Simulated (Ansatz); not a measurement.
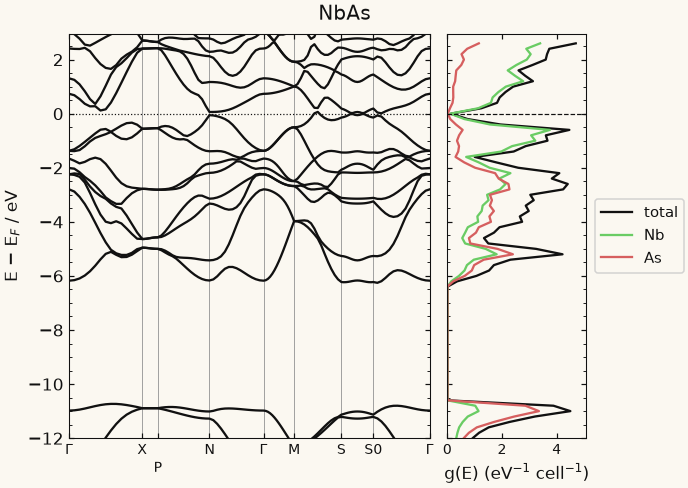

Write a caption that states what the plot shows.

Band structure and density of states of NbAs, space group I4_1md, 4 atoms in the cell. Level of theory: DFT, LDA, PAW with Ansatz's default frozen-core files, scalar-relativistic, no spin polarisation, 15×15×15 k mesh, 420 eV cutoff; code Ansatz 0.2.0. Energies are counted from the Fermi level. The path runs straight from each named point to the next. The partial curves are projected on Löwdin-orthogonalised atomic shells.

A metal: bands cross the Fermi level along this path. At S the nearest levels lie 0.14 eV below and 0.19 eV above the Fermi level. The density of states at the Fermi level isn't well fixed here: it changes fast, and within 0.3 eV it runs from 0.13 to 1.5 per eV and cell.

The cell is at −6 GPa in this functional.
